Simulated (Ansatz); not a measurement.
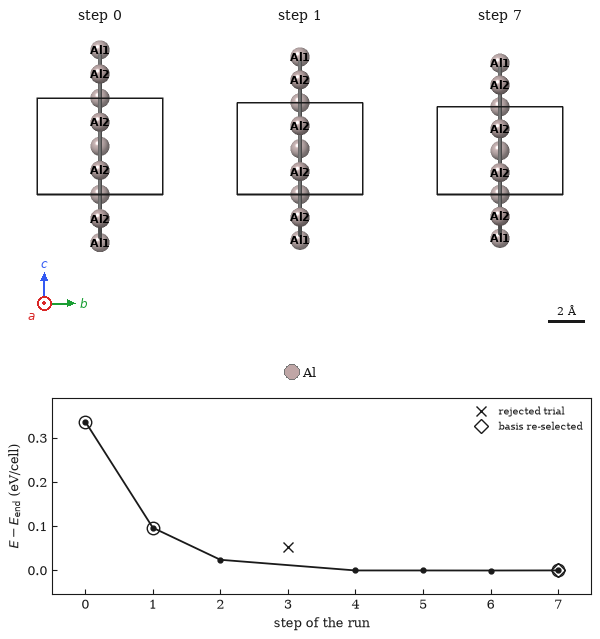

Frames of a relaxation of a wire of composition Al, marked on the history of the run. A ball-and-stick model of the 2 repeat of the cell, with the vacuum cut short, seen along the a axis.

Case: strip chain of atoms.

Computed with DFT r2SCAN, scalar-relativistic, plane waves, PAW in Ansatz 0.2.0. Set-up: plane-wave cutoff 500 eV; k-point mesh 1 × 1 × 24; occupations gaussian; smearing width 0.05 eV; collinear spin; cell relaxed at fixed a, b, alpha, beta, gamma; force threshold 0.01 eV/Å; at most 45 steps.

### Describe the path.

The largest moves relative to the layer's centre, 0.036 Å, are those of Al1 and Al2. Along the periodic axis the drawn cell goes c 5.386 → 4.894 Å (−9.1 %). Among the contacts that change: Al1–Al1 2.693 → 2.447 Å. Bond angles that change, for instance: Al1–Al1–Al2 120.5° → 117.4°, Al1–Al1–Al2 59.5° → 62.6°. Over 5 accepted moves (7 points after the start) the energy falls by 0.337 eV per cell of the calculation. Largest force component: 0.099 eV/Å at the start, under 0.0001 eV/Å at the end. The line search rejected the trial step at point 3 of the run. At 1 point the geometry stayed and the basis and grid were re-selected for the new cell (energy shift of 0.2 meV per cell of the calculation at most each time). The program noted that the starting moments weren't kept. Cost: 2.6 min on 2 threads of Arm Neoverse V1 (shared host), peak memory 1 GiB. From step 0 to 1: Al atoms move most (0.03 Å), energy −0.241 eV per cell of the calculation. From step 1 to 7: energy −96.7 meV per cell of the calculation.

| step | E − E(0), meV/atom | largest force component, eV/Å | note |
| --- | --- | --- | --- |
| 0 | 0.00 | 0.0989 |  |
| 1 | -120.29 | 0.0118 |  |
| 2 | -156.61 | 0.5035 |  |
| 3 | -141.59 | 0.4864 | rejected |
| 4 | -168.71 | 0.0059 |  |
| 5 | -168.72 | 0.0038 |  |
| 6 | -168.76 | 0.0001 |  |
| 7 | -168.65 | 0.0000 | same geometry, new basis |

Limits of the set-up: the k-point mesh is coarse for a cell with partly filled bands.
